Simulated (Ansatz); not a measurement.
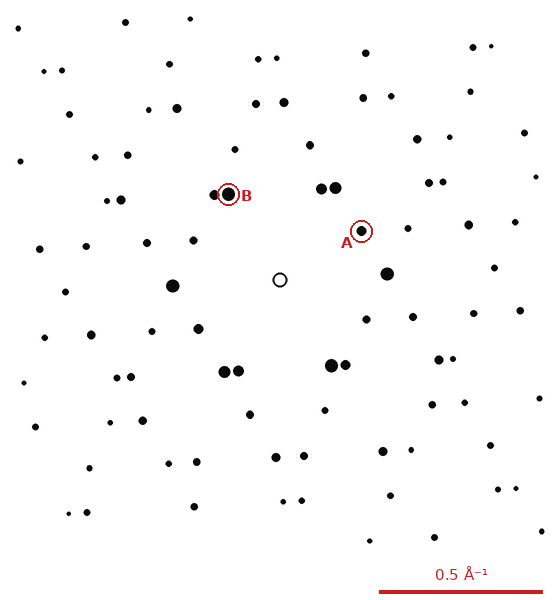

Simulated selected-area electron diffraction pattern (200 kV, kinematic approximation, thin crystal, B = 1 Å² for all atoms). Two individuals of a reflection twin are superposed (a geometric construction: whether this twin forms is not tested; the second individual is smaller and so fainter). Crystal: Ca, space group P6_3/mmc (No. 194), a = 3.936 Å, c = 6.474 Å (hexagonal axes), zone axis [100]. Structure: the input geometry of an electronic-structure calculation (not necessarily at equilibrium); the starting structure was generated, so it need not be a known form of this composition.

In the first individual spot A is 0 -1 0 and spot B is 0 0 -2.

### On which plane is the crystal twinned?

(01-1). The spot positions of the combined pattern are mirror-symmetric about the row through 0 1 -1 (d = 3.016 Å), which both individuals share, while a single individual has only symmetry 2mm without that mirror line. Friedel's law adds a mirror line at right angles, along which no low-index reflection lies.

### Which other reflections coincide?

Within the frame only the reflections of the common row coincide.
